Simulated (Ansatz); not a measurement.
## Single-point calculation, with input and output: Fe

System: Fe (Im-3m, 3 atoms in the cell).
Method: DFT, PBE, PAW with Ansatz's default frozen-core files, scalar-relativistic, spin-polarised (Ansatz 0.2.0).

It belongs to a series of runs on one base structure; here: bulk in the slab's orientation, PAW files. Figures and captions count atoms from 1; the log counts them from 0 in places.

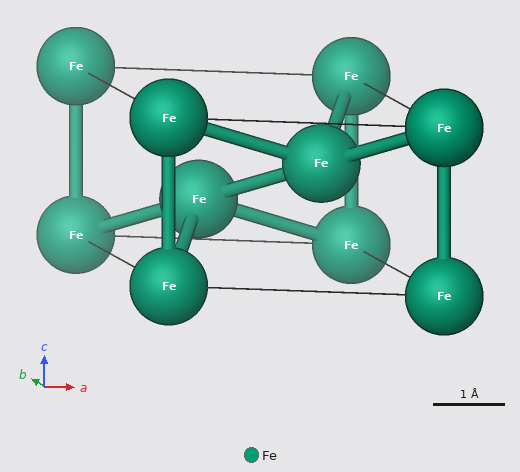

**Figure 1.** The input geometry (ball-and-stick view of the cell of the calculation, seen slightly off an axis). Near neighbours in the crystal (not all of them lie inside the picture): Fe has 8 Fe at 2.45 Å.

### Input
```yaml
crystal:
  lattice:
    - [0.0, 2.8313533229, -2.8313533229]
    - [-2.8313533229, 0.0, 2.8313533229]
    - [1.4156766615, 1.4156766615, 1.4156766615]
  atoms:
    - { symbol: Fe, position: [0.0, 0.0, 0.0], spin: 2.5 }
    - { symbol: Fe, position: [0.333333333, 0.666666667, 0.333333333], spin: 2.5 }
    - { symbol: Fe, position: [0.666666667, 0.333333333, 0.666666667], spin: 2.5 }
magnetization:
  spin_polarized: true
kpoints:
  mp_grid: { grid: [11, 11, 15] }
scf:
  occupations: { method: fermi_dirac, width: 0.1 }
hamiltonian:
  xc: pbe
  pseudopotentials: { kind: paw }
output:
  forces: true
  stress: true
  eigenvalues: true
  write_density: true
  write_potential: true
  elf: true
  volumetric_format: npy
```

Launched with:
```bash
ansatz run input.yaml --threads 3 --pin off --max-ram 9216MiB --backend cpu --events-out ev --progress --plain --runs-dir out
```

### What the program printed
```
Engine: ansatz 0.2.0, aarch64-unknown-linux-gnu
Pseudopotentials: kind: paw
Pseudopotential: Fe, paw, valence charge 16, recommended cutoff 420 eV (normal), Fe.paw.azcp
Functional definition: PBE
  parameter kappa = 0.804
  parameter beta = 0.06672455060314922
  exchange = pbe_x(kappa = kappa, mu = beta*pi^2/3)
  correlation = pbe_c(beta = beta)
Crystal: 3 atoms, lattice volume = 34.047 Å³
Basis set: ecut = 420 eV, 669 PW (Γ), exchange–correlation on 54×54×36 points (8 copies of the dense FFT grid, shifted against one another)
Bands: 34, of which v1, the nominal top of the filled ones, is band 24 counted from 1 (23 counted from 0)
Symmetry: 36 space group operations
Space group: Im-3m (ITA 229), of the structure as read, at distance tolerance 3.2e-5 Å
Magnetic group: BNS 229.140 (UNI 1642), of the structure as read, at distance tolerance 3.2e-5 Å
k-points: 198 of 1815
Non-local potential: Fe, projectors of the file, l = 0: 3, l = 1: 2, l = 2: 3, l = 3: 1
PAW form: soft (Blöchl's): semilocal exchange-correlation on the pseudo side does not see the compensation charge
PAW one-centre angular grid: Fe, 590 points (default); XC on 64 Gauss nodes
Initial density: superposition of atomic densities (chi_scale 0.1, normalization cell)
Starting moments: Σ|m| = 7.5 μB on 3 of 3 sites
Initial wavefunctions: pseudopotential atomic-orbital guess
Functional: x = pbe(κ = 0.804, μ = 0.2195149727645171), c = pbe(β = 0.06672455060314922)
SCF iter   1: F=—  HF=-13441.531493 eV  |F-HF|=—  |Δ(HF+E_count)|=         —  Δρ=8.09e-2 (↑8.09e-2 ↓6.59e-2)  dr2=4.12e0  dr2_m=2.85e-1  M=6.230 μB ∫|m|=6.319 μB  β_m=0.30  ethr=3.10e-3  ⟨swp⟩=4.9  Hψ=43837  notcnv=0  defer=4
Mixer restart at iter 1: flushing history
preconditioner: auto → none  [metal: Δε(μ)=0.008 eV  Ē_g=8.120 eV  σ=0.100 eV  W_gap=0.02  n_scr=8 (ndim 8)  ℏωp=31.2 eV  f_vac=0.000  D(μ)=2.67/eV (n_scr^D=32)  sad-step TF]
SCF iter   2: F=—  HF=-13440.100894 eV  |F-HF|=—  |Δ(HF+E_count)|=    1.43e0  Δρ=3.69e-2 (↑1.94e-2 ↓3.69e-2)  dr2=5.19e-1  dr2_m=1.14e-1  M=6.456 μB ∫|m|=6.612 μB  β_m=0.37  ethr=3.10e-3  ⟨swp⟩=2.7  Hψ=24389  notcnv=0  defer=419
SCF iter   3: F=—  HF=-13440.670789 eV  |F-HF|=—  |Δ(HF+E_count)|=   5.70e-1  Δρ=1.83e-2 (↑1.83e-2 ↓1.44e-2)  dr2=1.54e-2  dr2_m=7.15e-2  M=6.549 μB ∫|m|=6.782 μB  β_m=0.64  ethr=1.08e-3  ⟨swp⟩=2.0  Hψ=18892  notcnv=0  defer=420
SCF iter   4: F=—  HF=-13441.384709 eV  |F-HF|=—  |Δ(HF+E_count)|=   7.14e-1  Δρ=1.51e-2 (↑1.51e-2 ↓3.44e-3)  dr2=5.93e-2  dr2_m=1.66e-2  M=6.553 μB ∫|m|=6.854 μB  β_m=0.82  ethr=3.22e-5  ⟨swp⟩=2.3  Hψ=26627  notcnv=0  defer=430
SCF iter   5: F=—  HF=-13441.502741 eV  |F-HF|=—  |Δ(HF+E_count)|=   1.18e-1  Δρ=2.47e-3 (↑2.47e-3 ↓1.24e-3)  dr2=2.28e-3  dr2_m=3.16e-4  M=6.485 μB ∫|m|=6.823 μB  β_m=0.82  ethr=3.22e-5  ⟨swp⟩=2.1  Hψ=28078  notcnv=0  defer=435
SCF iter   6: F=—  HF=-13441.502395 eV  |F-HF|=—  |Δ(HF+E_count)|=   3.46e-4  Δρ=3.80e-4 (↑3.07e-4 ↓3.80e-4)  dr2=6.56e-5  dr2_m=5.94e-6  M=6.490 μB ∫|m|=6.834 μB  β_m=0.83  ethr=4.75e-6  ⟨swp⟩=1.1  Hψ=15015  notcnv=0  defer=435
SCF iter   7: F=—  HF=-13441.502438 eV  |F-HF|=—  |Δ(HF+E_count)|=   4.30e-5  Δρ=1.06e-4 (↑1.06e-4 ↓4.77e-5)  dr2=7.92e-7  dr2_m=1.83e-6  M=6.491 μB ∫|m|=6.838 μB  β_m=0.91  ethr=1.37e-7  ⟨swp⟩=1.8  Hψ=17384  notcnv=0  defer=435
SCF iter   8: F=—  HF=-13441.502439 eV  |F-HF|=—  |Δ(HF+E_count)|=   4.24e-7  Δρ=2.74e-5 (↑2.74e-5 ↓2.72e-5)  dr2=6.14e-7  dr2_m=6.06e-9  M=6.491 μB ∫|m|=6.838 μB  β_m=0.90  ethr=1.65e-9  ⟨swp⟩=2.0  Hψ=21838  notcnv=0  defer=435
SCF iter   9: F=—  HF=-13441.502439 eV  |F-HF|=—  |Δ(HF+E_count)|=   3.35e-8  Δρ=1.15e-5 (↑1.15e-5 ↓1.01e-5)  dr2=9.94e-8  dr2_m=9.77e-10  M=6.491 μB ∫|m|=6.838 μB  β_m=0.95  ethr=1.28e-9  ⟨swp⟩=1.7  Hψ=15362  notcnv=0  defer=435
SCF iter  10: F=-13441.502439 eV  HF=-13441.502439 eV  |F-HF|=2.78e-9  |Δ(HF+E_count)|=   8.89e-9  Δρ=2.17e-6 (↑2.17e-6 ↓1.81e-6)  dr2=3.60e-9  dr2_m=3.24e-11  M=6.491 μB ∫|m|=6.838 μB  ethr=2.07e-10  ⟨swp⟩=8.4  Hψ=74584  notcnv=0
SCF 1 converged in 10 iterations: F = -13441.502439 eV  dr2 = 3.60e-9
  greatest PAW one-centre occupation: 1.001 electrons in one spin orbital (limit 2), on the Fe atom at site 2 (counted from 0), in its partial waves of l = 1
```

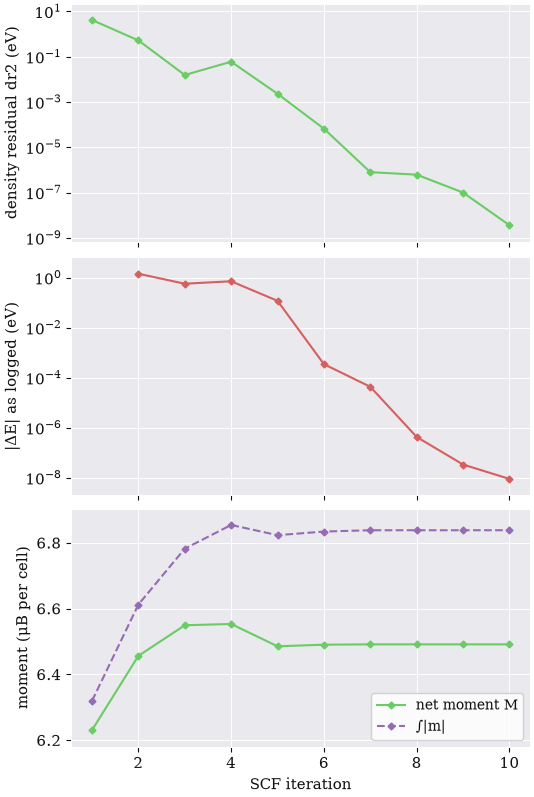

**Figure 2.** Convergence of the self-consistent field: density residual dr2, size of the energy change and magnetic moment against the SCF iteration. The residual comes down, with one marked jump up, by a factor of about 4, at step 4. The net moment goes from 6.2 to 6.5 μB per cell.

```
SCF converged after 10 iterations
Magnetization: 6.4912 μB (27.2456 up, 20.7544 down)
Absolute magnetization: 6.8385 μB (∫|ρ↑−ρ↓|, with the PAW one-centre terms)
Spin contamination: 0.1105 ħ² per cell (⟨S²⟩ above its minimum at these occupations)
Per-site moments (μB) at R_I (Å): [(2.2101961570347703, 1.0114598607013343), (2.21019615703477, 1.0114598607013343), (2.2101961570347695, 1.0114598607013343)]
Free energy (F): -13441.502439 eV
Harris-Foulkes:  -13441.502439 eV  (|F-HF|=2.78e-9)
Internal energy: -13441.409846 eV  (E = F + TS)
E sigma→0 (E₀):  -13441.456142 eV
Entropy (-TS):   -0.092592 eV (-30.864 meV/atom)
Fermi energy:    18.582112 eV
--- Per-component energies (eV) ---
  E_band       = -633.771269
  E_kinetic    = 1051.717941
  E_local      = -6188.179708  (includes V_loc(G=0)·N_el)
  E_nonlocal   = 655.037311
  E_hartree    = 2599.696585
  E_xc         = -353.847212
  E_vxc        = -455.660576  (∫ρ·V_xc dr)
  E_paw        = -4098.632257  (= ΣΔE_a)
  E_vpaw       = -896.088578  (= ΣTr[D̂ρ^β])
  E_aug_tail   = 0.002973  (compensation charges beyond the density's cutoff)
  E_ewald      = -7107.205479
  E_smearing   = -0.092592  (= −TS)
  E_closure    = -0.000000  (closes the sum)
  Σ components = -13441.502439   (vs F -13441.502439, Δ=0.00e0)
--- Forces (eV/Å), atoms counted from 1 ---
  atom   1  Fe     0.00000000     0.00000000     0.00000000
  atom   2  Fe     0.00000000     0.00000000     0.00000000
  atom   3  Fe     0.00000000    -0.00000000     0.00000000
  max |Σ_I F_I| component: 4.49e-29 eV/Å
--- Stress (GPa, compression-positive) ---
        0.176139      -0.013902      -0.013902
       -0.013902       0.176139      -0.013902
       -0.013902      -0.013902       0.176139
  P = ⅓ Tr σ = 0.1761 GPa (1.761 kbar)
--- Band table (eV; the first three rows and the last of 396) ---
  k-point 0 ↑: bands = ["-69.5128", "-69.4230", "-69.4230", "-35.5907", "-35.5907", "-35.5907", "-35.5907", "-35.3589", "-35.3589", "-35.3067", "-35.3049", "-35.3049", "10.0227", "14.8649", "14.8649", "15.4323", "15.4323", "15.4323", "15.4323", "16.2649", "16.2668", "16.2668", "17.4833", "17.4833", "17.7924", "17.7924", "17.7924", "17.7924", "25.3422", "25.3422", "25.3422", "25.3422", "27.9199", "27.9199"]
  k-point 1 ↑: bands = ["-69.5104", "-69.4262", "-69.4175", "-35.6015", "-35.6015", "-35.5747", "-35.5747", "-35.3759", "-35.3655", "-35.3203", "-35.3062", "-35.3062", "10.1465", "14.8077", "15.1202", "15.2331", "15.2331", "15.5154", "15.5154", "16.2426", "16.2426", "16.3427", "17.4676", "17.4676", "17.7333", "17.7333", "17.8990", "17.8990", "25.4017", "25.4017", "25.5173", "25.5173", "27.9329", "27.9599"]
  k-point 2 ↑: bands = ["-69.5038", "-69.4276", "-69.4101", "-35.6075", "-35.6075", "-35.5538", "-35.5538", "-35.4137", "-35.3938", "-35.3587", "-35.3104", "-35.3104", "10.5105", "14.9180", "14.9444", "14.9444", "15.4921", "15.4921", "15.5745", "16.1640", "16.1640", "16.5745", "17.4348", "17.4348", "17.7127", "17.7127", "18.0456", "18.0456", "25.6713", "25.6713", "25.9308", "25.9308", "27.9867", "28.0504"]
  k-point 197 ↓: bands = ["-66.8011", "-66.7943", "-66.7933", "-33.1670", "-33.1507", "-33.1484", "-32.9421", "-32.9335", "-32.9145", "-32.8282", "-32.8241", "-32.7880", "15.3662", "15.6484", "15.7134", "17.1748", "17.1771", "17.3555", "17.6707", "17.6777", "17.7481", "19.3415", "19.4014", "19.5873", "21.0188", "21.0377", "21.0938", "22.3735", "23.0342", "23.4295", "27.3684", "27.4324", "27.7573", "33.8244"]
```

### File rho_z.tsv
```
# z_ang	rho[e/angstrom^3]	rho_spin[e/angstrom^3]
# format = ansatz-planar-average/11
# lattice	0.000000000	2.831353323	-2.831353323
# lattice	-2.831353323	0.000000000	2.831353323
# lattice	1.415676662	1.415676662	1.415676662
# sites	3
# site	26	0.000000000	0.000000000	0.000000000
# site	26	-1.415676661	1.415676661	1.415676661
# site	26	0.000000000	2.831353323	0.000000000
0.000000	1.614048e0	2.149728e-1
0.136224	1.510054e0	2.031136e-1
0.272447	1.307726e0	1.784969e-1
0.408671	1.209392e0	1.657394e-1
0.544894	1.307726e0	1.784969e-1
0.681118	1.510054e0	2.031136e-1
0.817341	1.614048e0	2.149728e-1
0.953565	1.510054e0	2.031136e-1
1.089788	1.307726e0	1.784969e-1
1.226012	1.209392e0	1.657394e-1
1.362236	1.307726e0	1.784969e-1
1.498459	1.510054e0	2.031136e-1
1.634683	1.614048e0	2.149728e-1
1.770906	1.510054e0	2.031136e-1
1.907130	1.307726e0	1.784969e-1
2.043353	1.209392e0	1.657394e-1
2.179577	1.307726e0	1.784969e-1
2.315800	1.510054e0	2.031136e-1
```

### File v_z.tsv
```
# z_ang	v_es[eV]	v_tot_up[eV]	v_tot_dn[eV]
# format = ansatz-planar-average/11
# xc	pbe
# density_cutoff_ev	1680
# datasets	Fe=:simpson_from_first_knot:soft
# lattice	0.000000000	2.831353323	-2.831353323
# lattice	-2.831353323	0.000000000	2.831353323
# lattice	1.415676662	1.415676662	1.415676662
# sites	3
# site	26	0.000000000	0.000000000	0.000000000
# site	26	-1.415676661	1.415676661	1.415676661
# site	26	0.000000000	2.831353323	0.000000000
0.000000	9.010798e0	-3.970692e0	-3.758424e0
0.136224	8.786023e0	-4.247209e0	-4.027095e0
0.272447	8.366272e0	-4.755431e0	-4.513292e0
0.408671	8.176052e0	-4.982379e0	-4.726061e0
0.544894	8.366272e0	-4.755431e0	-4.513292e0
0.681118	8.786023e0	-4.247209e0	-4.027095e0
0.817341	9.010798e0	-3.970692e0	-3.758424e0
0.953565	8.786023e0	-4.247209e0	-4.027095e0
1.089788	8.366272e0	-4.755431e0	-4.513292e0
1.226012	8.176052e0	-4.982379e0	-4.726061e0
1.362236	8.366272e0	-4.755431e0	-4.513292e0
1.498459	8.786023e0	-4.247209e0	-4.027095e0
1.634683	9.010798e0	-3.970692e0	-3.758424e0
1.770906	8.786023e0	-4.247209e0	-4.027095e0
1.907130	8.366272e0	-4.755431e0	-4.513292e0
2.043353	8.176052e0	-4.982379e0	-4.726061e0
2.179577	8.366272e0	-4.755431e0	-4.513292e0
2.315800	8.786023e0	-4.247209e0	-4.027095e0
```

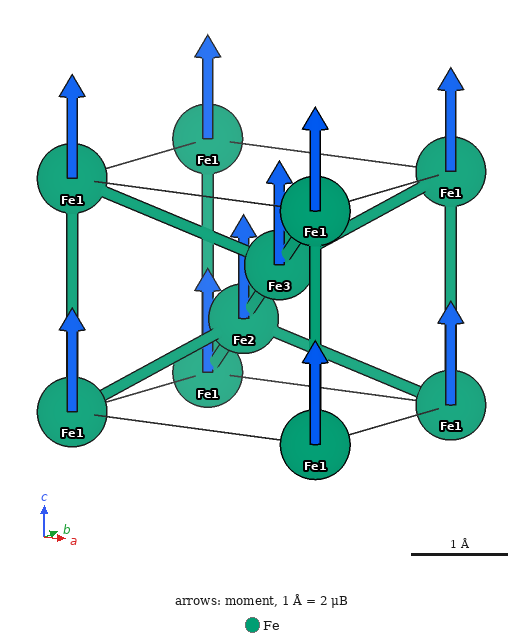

**Figure 3.** Magnetic moments of the sites as blue arrows (ball-and-stick view of the cell of the calculation, seen slightly off an axis; atoms are numbered from 1 in the order of the input); small moments hardly show. The run is collinear, so the axis drawn is arbitrary. Site moments: all 3 Fe atoms (2.21 μB). They are counted near the atoms and needn't add up to the moment of the cell.

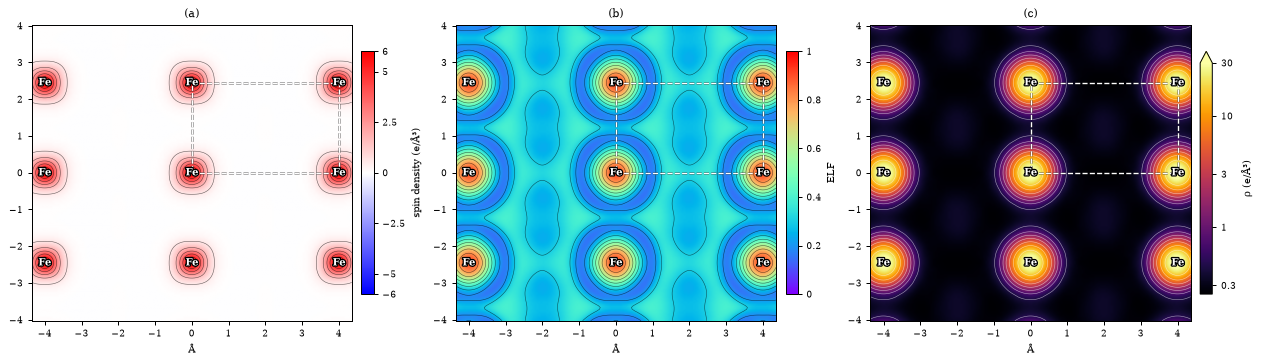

**Figure 4.** (a) magnetisation density (up minus down); (b) electron localisation function; (c) valence electron density on the (100) plane of the calculation cell. The section cuts through Fe sites. Fe–Fe (2.45 Å): ρ is about 0.37 e/Å³ halfway; the ELF is about 0.25 at the midpoint (no localised pair between them). Away from the nuclei the density in this plane falls to 0.25 e/Å³ at its lowest. The strong features right at Fe lie inside the PAW spheres (semicore, d or f shells) and say nothing about bonding. The cell of the calculation (3 atoms) carries 6.5 μB net. The fields are those of the smooth PAW valence density.

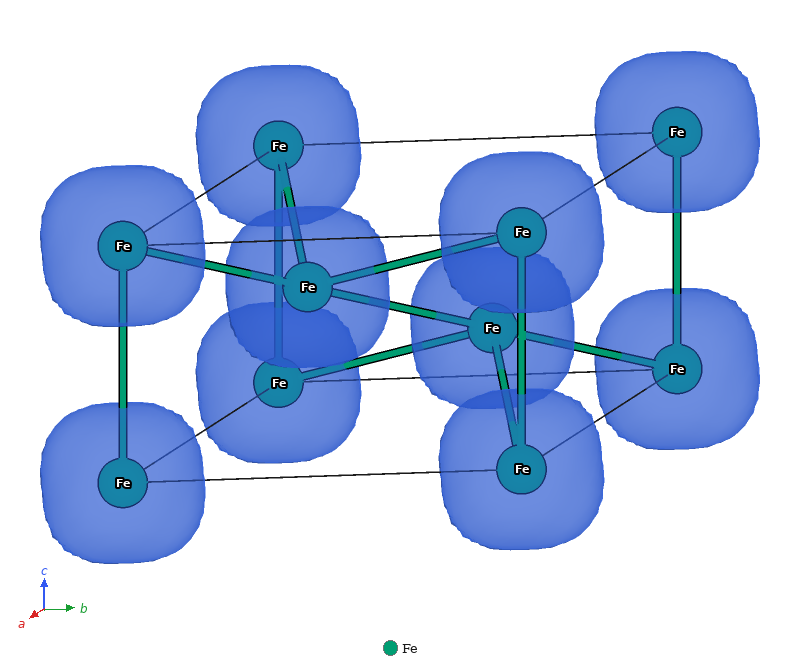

**Figure 5.** Isosurfaces of the spin density (up minus down) at +0.15 (blue) and −0.15 e/Å³ (red), seen slightly off an axis. Sticks mark near contacts. The outline is the calculation cell. The cell of the calculation (3 atoms) carries 6.5 μB net. Only one sign reaches the isovalue.

### Results in brief

```tsv
quantity	value
outcome	converged
space group (tolerance 0.01 Å)	Im-3m (229)
electrons treated	48
free energy	−13441.5024 eV
Fermi energy	18.582 eV
net moment of the cell	6.49 μB
integrated absolute moment	6.84 μB
pressure	0.18 GPa
largest force (length of the vector)	under 0.001 eV/Å
hardware	3 threads of Arm Neoverse V2, 24 GiB of memory available, shared host
wall time	16 s (CPU time 38 s)
peak memory	0.63 GiB
```
